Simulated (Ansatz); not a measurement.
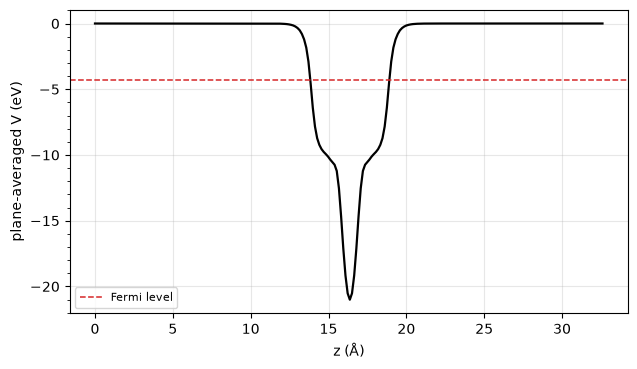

WSe2 (slab). Plane average of the electrostatic potential energy of an electron across the slab.

Changed on purpose from its base cell (strain along y +0.020, atoms relaxed).

Method: Ansatz, DFT PBE+D3(BJ), scalar-relativistic, plane waves, PAW.

```
CELL_PARAMETERS angstrom
3.28552 0.00000 0.00000
-1.64276 2.90225 0.00000
0.00000 0.00000 32.73749
ATOMIC_POSITIONS crystal
Se 0.33377 0.66754 0.44892
W 0.66579 0.33159 0.50000
Se 0.33377 0.66754 0.55108
```

> How far above the Fermi level of the calculation is the vacuum level?

4.3 eV. The slab has a gap, so the Fermi level lies inside it and this isn't a work function in the metallic sense.

> What are the slab's thickness and the vacuum gap?

The outermost nuclei are 3.3 Å apart, in 3 atomic planes; the vacuum between periodic images is 29.4 Å wide.
